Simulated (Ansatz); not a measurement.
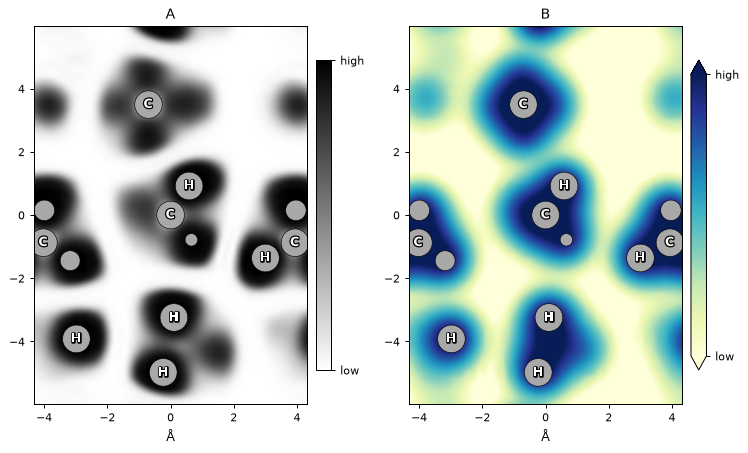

H$_{4}$C (amorphous cell): 2 fields on the (101) plane of the calculation cell, with unlabelled colour scales. Grey discs cover the atomic cores.

Theory: Ansatz 0.2.0, DFT PBE-D3(BJ), scalar-relativistic, plane waves, PAW.

### Which field does each panel show? The fields are: electron localisation function and valence pseudo-density.

Panel A: electron localisation function. Panel B: valence pseudo-density. From the grid: C–H (1.09 Å): ρ is about 1.9 e/Å³ halfway; the ELF climbs to about 1 towards the hydrogen, as it does in any bond to H: an ordinary covalent bond to hydrogen.
